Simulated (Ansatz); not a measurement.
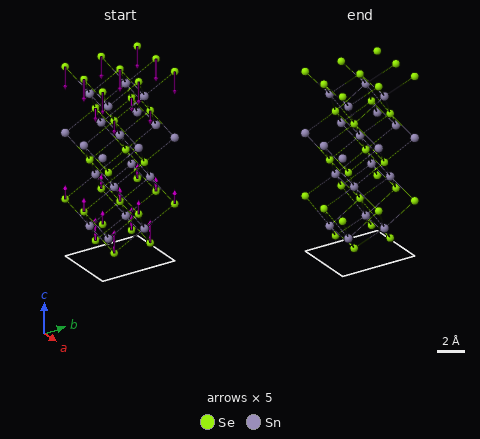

The structure of a slab of composition Sn4Se5 (cut from the Fm-3m phase) before (left) and after (right) a relaxation, at one scale. The purple arrows give the displacements, magnified 5 times.

A ball-and-stick model of the 2 × 2 repeat of the cell, outlined in the plane, without the vacuum, seen slightly off an axis.

Case: (1 1 1) slab, atoms relaxed. The slab is the (1 1 1) face of SnSe.

The calculation used Ansatz 0.2.0, DFT PBEsol, scalar-relativistic, plane waves, PAW. (plane-wave cutoff 420 eV; k-point mesh 9 × 9 × 1; occupations gaussian; smearing width 0.05 eV; no spin polarisation; dipole correction; atoms relaxed in a fixed cell; force threshold 0.02 eV/Å; at most 60 steps)

**Summarise the run.**

After 4 geometry steps the energy has fallen by 0.733 eV per cell of the calculation. The largest force component goes from 1.9 to 0.0025 eV/Å. The largest moves relative to the layer's centre, 0.38 Å, are those of Se atoms. By element the largest moves are Se 0.38 Å, Sn 0.03 Å. The cell doesn't change. Among the contacts that change: Se–Sn 2.973 → 2.780 Å, Se–Sn 2.973 → 3.103 Å, Se–Sn 2.973 → 2.857 Å, Se–Sn 2.973 → 2.958 Å. Bond angles that change, for instance: Se–Sn–Se 180.0° → 170.7°, Se–Sn–Se 90.0° → 98.2°, Sn–Se–Sn 90.0° → 98.2°.
